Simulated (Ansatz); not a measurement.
## Run report: Ir, geometry relaxation

Ir (2 atoms in the cell), computed with DFT, PBE, PAW with Ansatz's default frozen-core files, scalar-relativistic, no spin polarisation (Ansatz 0.2.0).

The structure was built on a prototype by a generator; it need not be a known phase. It belongs to a series of runs on one base structure; here: bulk cell relaxed.

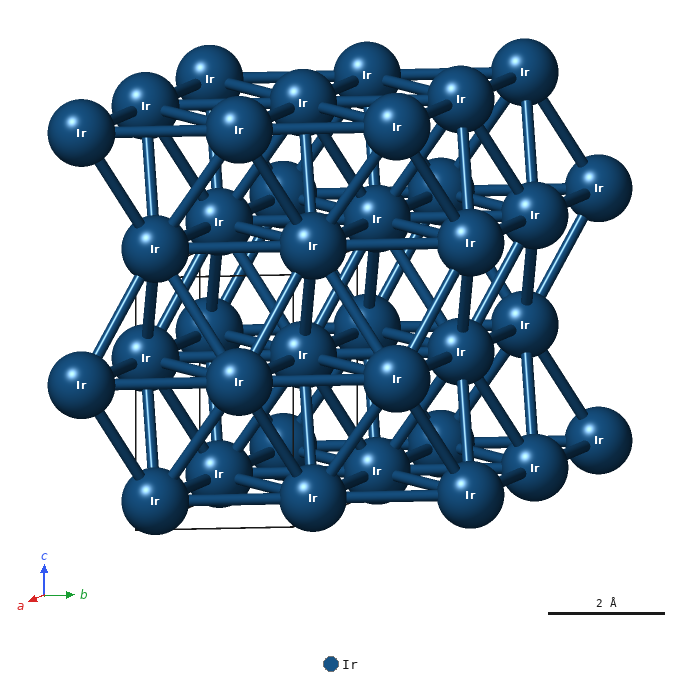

Figure 1. The input geometry (ball-and-stick view of the cell of the calculation, repeated 3 × 3 × 2, seen slightly off an axis). An atom can appear more than once, as a periodic image.

### Input
```yaml
crystal:
  lattice:
    - [2.7448628762, 0.0, 0.0]
    - [-1.3724314381, 2.3771209807, 0.0]
    - [0.0, 0.0, 4.4466778595]
  atoms:
    - { symbol: Ir, position: [0.3333333333, 0.6666666667, 0.25] }
    - { symbol: Ir, position: [0.6666666667, 0.3333333333, 0.75] }
kpoints:
  mp_grid: { grid: [18, 18, 10] }
scf:
  occupations: { method: fermi_dirac, width: 0.05 }
hamiltonian:
  xc: pbe
  pseudopotentials: { kind: paw }
output:
  forces: true
  stress: true
relax:
  f_tol: 0.005
  max_steps: 40
  cell: {}
```

Machine: 1 thread of Arm Neoverse V1, 24 GiB of memory available, shared host.

Run as:
```bash
ansatz run input.yaml --threads 1 --pin off --max-ram 3584MiB --backend cpu --events-out ev --progress --plain --runs-dir out
```

### Log
```
Engine: ansatz 0.2.0, aarch64-unknown-linux-gnu
Pseudopotentials: kind: paw
Pseudopotential: Ir, paw, valence charge 17, recommended cutoff 420 eV (normal), Ir.paw.azcp
Functional definition: PBE
  parameter kappa = 0.804
  parameter beta = 0.06672455060314922
  exchange = pbe_x(kappa = kappa, mu = beta*pi^2/3)
  correlation = pbe_c(beta = beta)
Crystal: 2 atoms, lattice volume = 29.014 Å³
Basis set: ecut = 420 eV, 573 PW (Γ), exchange–correlation on 40×40×60 points (8 copies of the dense FFT grid, shifted against one another)
Bands: 21, of which v1, the nominal top of the filled ones, is band 17 counted from 1 (16 counted from 0)
Symmetry: 24 space group operations
Space group: P63/mmc (ITA 194), of the structure as read, at distance tolerance 3.1e-5 Å
k-points: 222 of 3240
Non-local potential: Ir, projectors of the file, l = 0: 3, l = 1: 2, l = 2: 2, l = 3: 1
PAW form: soft (Blöchl's): semilocal exchange-correlation on the pseudo side does not see the compensation charge
PAW one-centre angular grid: Ir, 590 points (default); XC on 64 Gauss nodes
Initial density: superposition of atomic densities (neutral atoms: chi_scale 0, normalization atom), corrected by the library's trained network
Initial wavefunctions: pseudopotential atomic-orbital guess
Functional: x = pbe(κ = 0.804, μ = 0.2195149727645171), c = pbe(β = 0.06672455060314922)
SCF iter   1: F=—  HF=-23870.473879 eV  |F-HF|=—  |Δ(HF+E_count)|=         —  Δρ=8.12e-3  dr2=6.28e-3  ethr=1.77e-3  ⟨swp⟩=4.9  Hψ=18203  notcnv=0
preconditioner: auto → none  [metal: Δε(μ)=0.008 eV  Ē_g=7.831 eV  σ=0.050 eV  W_gap=0.04  n_scr=8 (ndim 8)  ℏωp=29.2 eV  f_vac=0.000  D(μ)=2.16/eV (n_scr^D=22)  sad-step TF]
SCF iter   2: F=—  HF=-23870.477804 eV  |F-HF|=—  |Δ(HF+E_count)|=   3.93e-3  Δρ=4.80e-3  dr2=2.27e-3  ethr=1.85e-5  ⟨swp⟩=2.1  Hψ=7710  notcnv=0
SCF iter   3: F=—  HF=-23870.479469 eV  |F-HF|=—  |Δ(HF+E_count)|=   1.66e-3  Δρ=2.61e-4  dr2=7.09e-6  ethr=6.67e-6  ⟨swp⟩=2.0  Hψ=6672  notcnv=0
SCF iter   4: F=—  HF=-23870.479497 eV  |F-HF|=—  |Δ(HF+E_count)|=   2.82e-5  Δρ=4.74e-5  dr2=4.42e-7  ethr=2.09e-8  ⟨swp⟩=2.0  Hψ=6836  notcnv=0
iter 5 did not close the SCF: its close was put off for the readings that it lacked (scf_convergence_deferred on its scf_iter line)
SCF iter   5: F=-23870.479497 eV  HF=-23870.479497 eV  |F-HF|=8.01e-9  |Δ(HF+E_count)|=   9.47e-8  Δρ=1.02e-5  dr2=1.55e-8  ethr=1.30e-9  ⟨swp⟩=2.1  Hψ=7677  notcnv=0
SCF iter   6: F=-23870.479497 eV  HF=-23870.479497 eV  |F-HF|=4.37e-11  |Δ(HF+E_count)|=   3.79e-9  Δρ=1.52e-6  dr2=1.68e-10  ethr=4.55e-11  ⟨swp⟩=2.0  Hψ=14163  notcnv=0
SCF 1 converged in 6 iterations: F = -23870.479497 eV  dr2 = 1.68e-10
  greatest PAW one-centre occupation: 1.000 electrons in one spin orbital (limit 2), on the Ir atom at site 1 (counted from 0), in its partial waves of l = 0
relax step   1: F+E_penalty+E_count = -23870.47949738 eV  Δ(F+E_penalty+E_count) = +0.000e0 eV  max|allowed force component| = 7.401e-17 eV/Å  Δτ_max = 0.0000 Å  P = +1.363 GPa  Ω = 29.014 Å³  (6 SCF iters, dr2 threshold 1.00e-7 eV, accepted)
Crystal: 2 atoms, lattice volume = 29.355 Å³
Initial density: handed on by an earlier stage of this run
Initial wavefunctions: those handed on with the density
iter 1 solved again at ethr=9.24e-8 eV; its pass at ethr=3.10e-3 eV (dr2=3.14e-5 eV) is discarded
SCF iter   1: F=—  HF=-23870.477926 eV  |F-HF|=—  |Δ(HF+E_count)|=         —  Δρ=5.27e-4  dr2=5.55e-5  ethr=9.24e-8  ⟨swp⟩=3.3  Hψ=27503  notcnv=0
preconditioner: auto → none  [metal: Δε(μ)=0.012 eV  Ē_g=7.714 eV  σ=0.050 eV  W_gap=0.06  n_scr=8 (ndim 8)  ℏωp=29.1 eV  f_vac=0.000  D(μ)=2.21/eV (n_scr^D=22)]
SCF iter   2: F=—  HF=-23870.477936 eV  |F-HF|=—  |Δ(HF+E_count)|=   1.10e-5  Δρ=2.18e-4  dr2=5.02e-6  ethr=9.24e-8  ⟨swp⟩=2.0  Hψ=6720  notcnv=0
SCF iter   3: F=—  HF=-23870.477938 eV  |F-HF|=—  |Δ(HF+E_count)|=   1.32e-6  Δρ=5.50e-5  dr2=3.08e-7  ethr=1.48e-8  ⟨swp⟩=1.0  Hψ=4662  notcnv=0
iter 4 did not close the SCF: its close was put off for the readings that it lacked (scf_convergence_deferred on its scf_iter line)
SCF iter   4: F=-23870.477938 eV  HF=-23870.477938 eV  |F-HF|=4.37e-10  |Δ(HF+E_count)|=   1.41e-7  Δρ=3.57e-6  dr2=1.07e-9  ethr=9.06e-10  ⟨swp⟩=2.5  Hψ=6723  notcnv=0
iter 5 did not close the SCF: its close was put off for the readings that it lacked (scf_convergence_deferred on its scf_iter line)
SCF iter   5: F=-23870.477938 eV  HF=-23870.477938 eV  |F-HF|=3.64e-12  |Δ(HF+E_count)|=  6.77e-10  Δρ=4.45e-7  dr2=1.42e-11  ethr=3.14e-12  ⟨swp⟩=2.6  Hψ=8457  notcnv=0
SCF iter   6: F=-23870.477938 eV  HF=-23870.477938 eV  |F-HF|=1.46e-11  |Δ(HF+E_count)|=  3.64e-12  Δρ=5.81e-8  dr2=4.82e-13  ethr=1.00e-12  ⟨swp⟩=1.0  Hψ=10212  notcnv=0
SCF 2 converged in 6 iterations: F = -23870.477938 eV  dr2 = 4.82e-13
relax step   2: F+E_penalty+E_count = -23870.47793796 eV  Δ(F+E_penalty+E_count) = +1.559e-3 eV  max|allowed force component| = 6.476e-17 eV/Å  Δτ_max = 0.0000 Å  P = -2.618 GPa  Ω = 29.355 Å³  energy of the carried Pulay correction = -1.725e-4 eV  (6 SCF iters, dr2 threshold 2.00e-7 eV, rejected (line search))
Crystal: 2 atoms, lattice volume = 29.130 Å³
iter 1 solved again at ethr=4.78e-8 eV; its pass at ethr=3.10e-3 eV (dr2=1.63e-5 eV) is discarded
SCF iter   1: F=—  HF=-23870.479908 eV  |F-HF|=—  |Δ(HF+E_count)|=         —  Δρ=3.47e-4  dr2=2.41e-5  ethr=4.78e-8  ⟨swp⟩=3.4  Hψ=26126  notcnv=0
preconditioner: auto → none  [metal: Δε(μ)=0.012 eV  Ē_g=7.789 eV  σ=0.050 eV  W_gap=0.06  n_scr=8 (ndim 8)  ℏωp=29.2 eV  f_vac=0.000  D(μ)=2.18/eV (n_scr^D=22)]
SCF iter   2: F=—  HF=-23870.479927 eV  |F-HF|=—  |Δ(HF+E_count)|=   1.96e-5  Δρ=1.43e-4  dr2=2.13e-6  ethr=4.78e-8  ⟨swp⟩=2.0  Hψ=6630  notcnv=0
SCF iter   3: F=—  HF=-23870.479924 eV  |F-HF|=—  |Δ(HF+E_count)|=   2.97e-6  Δρ=3.66e-5  dr2=1.35e-7  ethr=6.26e-9  ⟨swp⟩=1.0  Hψ=4662  notcnv=0
SCF iter   4: F=—  HF=-23870.479924 eV  |F-HF|=—  |Δ(HF+E_count)|=   6.08e-8  Δρ=2.33e-6  dr2=4.38e-10  ethr=3.98e-10  ⟨swp⟩=2.5  Hψ=6713  notcnv=0
iter 5 did not close the SCF: its close was put off for the readings that it lacked (scf_convergence_deferred on its scf_iter line)
SCF iter   5: F=-23870.479924 eV  HF=-23870.479924 eV  |F-HF|=1.46e-11  |Δ(HF+E_count)|=  3.75e-10  Δρ=3.21e-7  dr2=7.23e-12  ethr=1.29e-12  ⟨swp⟩=2.8  Hψ=8919  notcnv=0
SCF iter   6: F=-23870.479924 eV  HF=-23870.479924 eV  |F-HF|=7.28e-12  |Δ(HF+E_count)|=    0.00e0  Δρ=4.79e-8  dr2=2.42e-13  ethr=1.00e-12  ⟨swp⟩=3.4  Hψ=18143  notcnv=0
SCF 3 converged in 6 iterations: F = -23870.479924 eV  dr2 = 2.42e-13
relax step   3: F+E_penalty+E_count = -23870.47992436 eV  Δ(F+E_penalty+E_count) = -4.270e-4 eV  max|allowed force component| = 9.252e-17 eV/Å  Δτ_max = 0.0000 Å  P = -0.022 GPa  Ω = 29.130 Å³  energy of the carried Pulay correction = -5.887e-5 eV  (6 SCF iters, accepted)
Initial wavefunctions: pseudopotential atomic-orbital guess (no wavefunctions were taken with the density)
iter 1 solved again at ethr=5.02e-9 eV; its pass at ethr=3.10e-3 eV (dr2=1.71e-6 eV) is discarded
SCF iter   1: F=—  HF=-23870.479963 eV  |F-HF|=—  |Δ(HF+E_count)|=         —  Δρ=1.34e-5  dr2=9.06e-9  ethr=5.02e-9  ⟨swp⟩=3.9  Hψ=33661  notcnv=0
SCF iter   2: F=—  HF=-23870.479984 eV  |F-HF|=—  |Δ(HF+E_count)|=   2.13e-5  Δρ=6.40e-6  dr2=1.82e-9  ethr=2.67e-11  ⟨swp⟩=2.4  Hψ=8383  notcnv=0
SCF iter   3: F=—  HF=-23870.479984 eV  |F-HF|=—  |Δ(HF+E_count)|=  1.82e-10  Δρ=9.16e-7  dr2=9.83e-11  ethr=5.35e-12  ⟨swp⟩=2.1  Hψ=7542  notcnv=0
iter 4 did not close the SCF: its close was put off for the readings that it lacked (scf_convergence_deferred on its scf_iter line)
SCF iter   4: F=-23870.479984 eV  HF=-23870.479984 eV  |F-HF|=7.28e-12  |Δ(HF+E_count)|=  7.28e-12  Δρ=2.10e-7  dr2=4.62e-12  ethr=1.00e-12  ⟨swp⟩=2.0  Hψ=7341  notcnv=0
iter 5 did not close the SCF: its close was put off for the readings that it lacked (scf_convergence_deferred on its scf_iter line)
SCF iter   5: F=-23870.479984 eV  HF=-23870.479984 eV  |F-HF|=1.46e-11  |Δ(HF+E_count)|=    0.00e0  Δρ=3.76e-8  dr2=2.45e-13  ethr=1.00e-12  ⟨swp⟩=1.0  Hψ=4662  notcnv=0
iter 6 did not close the SCF: its close was put off for the readings that it lacked (scf_convergence_deferred on its scf_iter line)
SCF iter   6: F=-23870.479984 eV  HF=-23870.479984 eV  |F-HF|=1.46e-11  |Δ(HF+E_count)|=  7.28e-12  Δρ=1.10e-8  dr2=1.58e-14  ethr=1.00e-12  ⟨swp⟩=1.0  Hψ=4662  notcnv=0
iter 7 did not close the SCF: its close was put off for the readings that it lacked (scf_convergence_deferred on its scf_iter line)
SCF iter   7: F=-23870.479984 eV  HF=-23870.479984 eV  |F-HF|=3.64e-12  |Δ(HF+E_count)|=  3.64e-12  Δρ=2.99e-9  dr2=1.41e-15  ethr=1.00e-12  ⟨swp⟩=1.0  Hψ=4662  notcnv=0
SCF iter   8: F=-23870.479984 eV  HF=-23870.479984 eV  |F-HF|=7.28e-12  |Δ(HF+E_count)|=  3.64e-12  Δρ=4.11e-10  dr2=1.24e-17  ethr=1.00e-12  ⟨swp⟩=2.0  Hψ=11185  notcnv=0
SCF 4 converged in 8 iterations: F = -23870.479984 eV  dr2 = 1.24e-17
relax step   4: F+E_penalty+E_count = -23870.47998398 eV  Δ(F+E_penalty+E_count) = -5.962e-5 eV  max|allowed force component| = 7.401e-17 eV/Å  Δτ_max = 0.0000 Å  P = -0.026 GPa  Ω = 29.130 Å³  stress off target by 3.14e-2 GPa  SCF on the basis re-selected at this cell (its energy is not comparable with the rows above)  (8 SCF iters)
```

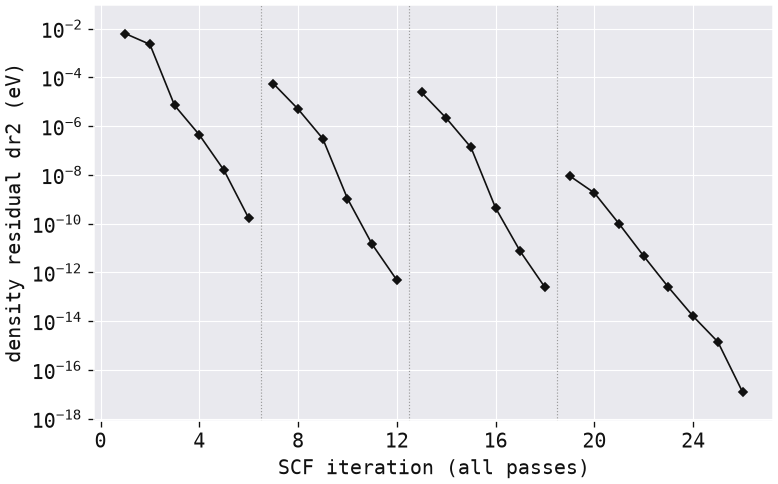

Figure 2. Convergence of the self-consistent field: density residual dr2 against the SCF iteration. The dotted lines part the SCF passes of the relaxation: geometry steps, rejected trials and re-solves on a re-selected basis. The passes take 6, 6, 6 and 8 iterations.

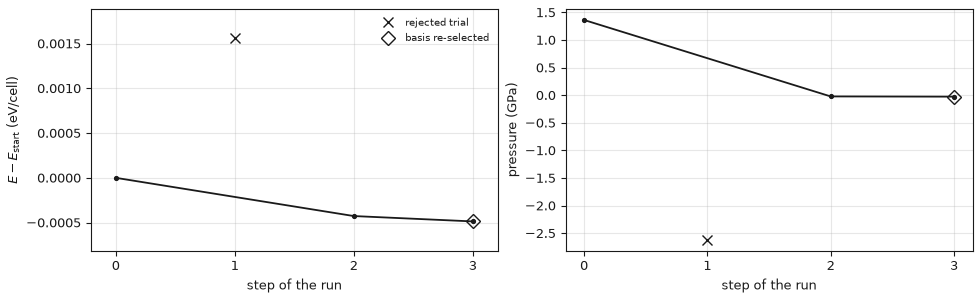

Figure 3. Progress of the relaxation, step by step (the first geometry is step 0 here and step 1 in the log). The energy falls by 0.4 meV per cell of the calculation in 2 geometry steps. All forces vanish by symmetry, so only the cell relaxes. The pressure goes from 1.36 to −0.03 GPa. The line search rejected the trial step at point 1 (counted from 0) and went back. No atom moves by more than 0.005 Å relative to the cell. The volume changes by +0.4 %, with a = b 2.745 → 2.748 Å (+0.1 %), c 4.447 → 4.453 Å (+0.2 %). The space group stays P6_3/mmc (No. 194). A last SCF at the same geometry on a re-selected plane-wave basis shifts the energy by −0.1 meV per cell of the calculation. (Atoms are counted from 1 in the order of the input.)

```
basis re-selected at this cell: Δ(F+E_penalty+E_count) = -5.962e-5 eV, ΔP = -0.004 GPa vs the last step (what re-selecting the basis moved, of the pressure what is left beyond the Pulay correction that the steps carried, after the strain that the cell walked since its last selection, with what the two solves' SCF thresholds leave and, on support functions, any second-order correction that the steps lacked; it is no measure of the basis error at this ecutwfc). This SCF's stress stands 3.14e-2 GPa from its target on what of the cell is left free (relax.cell.stress_tol is 5.00e-2 GPa) and its largest allowed force component is 7.40e-17 eV/Å (relax.f_tol is 5.00e-3 eV/Å): within both
SCF converged after 8 iterations
Free energy (F): -23870.479984 eV
Harris-Foulkes:  -23870.479984 eV  (|F-HF|=7.28e-12)
Internal energy: -23870.461599 eV  (E = F + TS)
E sigma→0 (E₀):  -23870.470791 eV
Entropy (-TS):   -0.018385 eV (-9.193 meV/atom)
Fermi energy:    25.023046 eV
--- Per-component energies (eV) ---
  E_band       = -191.372023
  E_kinetic    = 1244.819723
  E_local      = -2195.264656  (includes V_loc(G=0)·N_el)
  E_nonlocal   = 145.089821
  E_hartree    = 838.584493
  E_xc         = -535.526048
  E_vxc        = -599.643503  (∫ρ·V_xc dr)
  E_paw        = -18446.672142  (= ΣΔE_a)
  E_vpaw       = -463.542506  (= ΣTr[D̂ρ^β])
  E_aug_tail   = 0.000111  (compensation charges beyond the density's cutoff)
  E_ewald      = -4921.492902
  E_smearing   = -0.018385  (= −TS)
  E_closure    = 0.000000  (closes the sum)
  Σ components = -23870.479984   (vs F -23870.479984, Δ=0.00e0)
--- Forces (eV/Å), atoms counted from 1 ---
  atom   1  Ir    -0.00000000     0.00000000     0.00000000
  atom   2  Ir     0.00000000    -0.00000000     0.00000000
  max |Σ_I F_I| component: 9.25e-18 eV/Å
--- Stress (GPa, compression-positive) ---
       -0.031417      -0.000000       0.000000
        0.000000      -0.031417       0.000000
        0.000000       0.000000      -0.015792
  P = ⅓ Tr σ = -0.0262 GPa (-0.262 kbar)
--- Relaxed structure (3 steps of the walk, 2 accepted, 1 SCFs on fresh bases) ---
  F+E_penalty+E_count = -23870.47998398 eV   max|allowed force component| = 7.401e-17 eV/Å   (the final SCF, on the basis selected at the relaxed cell)
  cell:  # Å, volume = 29.1300 Å³
    - [2.748275213954701, 0.0, 0.0]
    - [-1.3741376069773505, 2.380076151875884, 0.0]
    - [0.0, 0.0, 4.453373051443193]
  atoms:
    - { symbol: Ir, position: [0.33333333333333337, 0.6666666666666667, 0.25] }
    - { symbol: Ir, position: [0.6666666666666667, 0.33333333333333337, 0.7500000000000001] }
```

### Trajectory as extended XYZ (Å, eV, eV/Å), 4 frames, from step=1 to step=4
```
2
Lattice="2.7449 0.0000 0.0000 -1.3724 2.3771 0.0000 0.0000 0.0000 4.4467" Properties=species:S:1:pos:R:3:forces:R:3 step=1 energy=-23870.47950 pressure_GPa=1.36
Ir    0.0000    1.5847    1.1117    0.0000   0.0000   0.0000
Ir    1.3724    0.7924    3.3350    0.0000   0.0000   0.0000
2
Lattice="2.7552 0.0000 0.0000 -1.3776 2.3860 0.0000 0.0000 0.0000 4.4654" Properties=species:S:1:pos:R:3:forces:R:3 step=2 energy=-23870.47794 pressure_GPa=-2.62 accepted=F
Ir    0.0000    1.5907    1.1164    0.0000   0.0000   0.0000
Ir    1.3776    0.7953    3.3491    0.0000   0.0000   0.0000
2
Lattice="2.7483 0.0000 0.0000 -1.3741 2.3801 0.0000 0.0000 0.0000 4.4534" Properties=species:S:1:pos:R:3:forces:R:3 step=3 energy=-23870.47992 pressure_GPa=-0.02
Ir    0.0000    1.5867    1.1133    0.0000   0.0000   0.0000
Ir    1.3741    0.7934    3.3400    0.0000   0.0000   0.0000
2
Lattice="2.7483 0.0000 0.0000 -1.3741 2.3801 0.0000 0.0000 0.0000 4.4534" Properties=species:S:1:pos:R:3:forces:R:3 step=4 energy=-23870.47998 pressure_GPa=-0.03
Ir    0.0000    1.5867    1.1133    0.0000   0.0000   0.0000
Ir    1.3741    0.7934    3.3400    0.0000   0.0000   0.0000
```

### Key numbers

| quantity | value |
| --- | --- |
| outcome | converged |
| space group (tolerance 0.01 Å) | P6₃/mmc (194) |
| electrons treated | 34 |
| free energy | −23870.4800 eV |
| Fermi energy | 25.023 eV |
| pressure | −0.03 GPa |
| final volume | 29.13 Å³ |
| largest force (length of the vector) at the end | under 0.001 eV/Å |
| final cell | a = 2.748 Å, b = 2.748 Å, c = 4.453 Å, α = 90.00°, β = 90.00°, γ = 120.00° |
| wall time | 23 s |
| peak memory | 0.38 GiB |

### Remarks

Spin–orbit coupling is left out, which matters for Ir.
